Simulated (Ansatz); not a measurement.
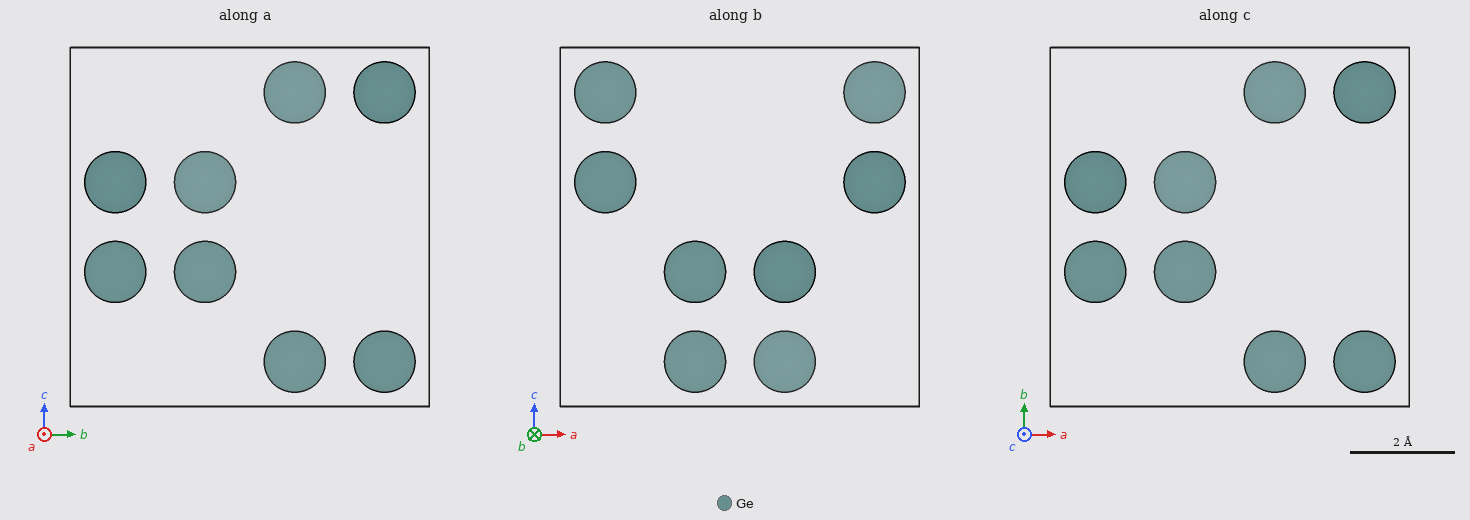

Shown here is a spheres-only view of the crystal, taken along the a axis, along the b axis and along the c axis. The conventional unit cell is outlined; an atom on or near a face, edge or corner is repeated at each equivalent position.

Lattice parameters: a = 6.921 Å, b = 6.921 Å, c = 6.921 Å, α = 90.00°, β = 90.00°, γ = 90.00°. Put a along x and b in the xy plane.

Question: Set out the cell and atoms as a POSCAR file.

Answer:
```
Ge
1.0
     6.921    0.000    0.000
     0.000    6.921    0.000
     0.000    0.000    6.921
Ge
8
Direct
  0.3750 0.3750 0.3750
  0.1250 0.6250 0.8750
  0.6250 0.8750 0.1250
  0.8750 0.1250 0.6250
  0.8750 0.8750 0.8750
  0.6250 0.1250 0.3750
  0.1250 0.3750 0.6250
  0.3750 0.6250 0.1250
```

It goes back to a structure type filled with this element by a generator (whether the element takes this form wasn't checked). What is shown is the relaxed result from Ansatz 0.2.0, DFT PBE, scalar-relativistic, plane waves, PAW.
